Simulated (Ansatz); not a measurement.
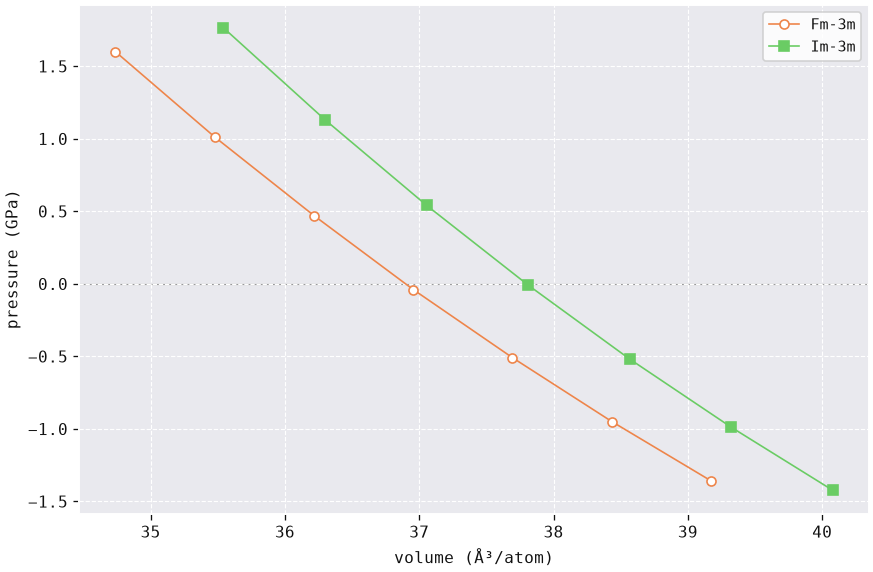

Figure. Pressure against volume, with one curve for each structure, for La.

Settings that differ: Fm-3m: k mesh 36×36×36, lattice centring face-centred primitive, space group number 225, structure type fcc; Im-3m: k mesh 18×18×18, lattice centring body-centred primitive, space group number 229, structure type bcc.

The fitted equilibrium volumes, smallest first, are Fm-3m 36.90, Im-3m 37.80 Å³/atom. The fitted bulk moduli, smallest first, are Fm-3m 24.5, Im-3m 26.4 GPa. For Fm-3m, the pressure falls from 1.600 GPa at volume 34.74 Å³/atom to −1.359 GPa at 39.17 Å³/atom, and changes sign near 36.90 Å³/atom. For Im-3m, the pressure falls from 1.764 GPa at volume 35.54 Å³/atom to −1.425 GPa at 40.08 Å³/atom, and changes sign near 37.80 Å³/atom.

Calculation (Ansatz 0.2.0 development build): equation of state of a cubic crystal from periodic Kohn-Sham density functional theory without spin, third-order Birch-Murnaghan fit to the free energies; pressure corrected for the finite basis. Level: PBE.

- atoms in cell: 1
- occupation method: Fermi–Dirac
- occupation width: 0.06123 eV
- wave cutoff: 420 eV
- datasets: soft-1 PAW
- density tolerance: 1e−07 eV
- bands: 10
- density cutoff ratio: 4
- search for lower states: default

Note: cubic model structure, not the ambient form; modest k-mesh, values are not fully converged in k (Im-3m).
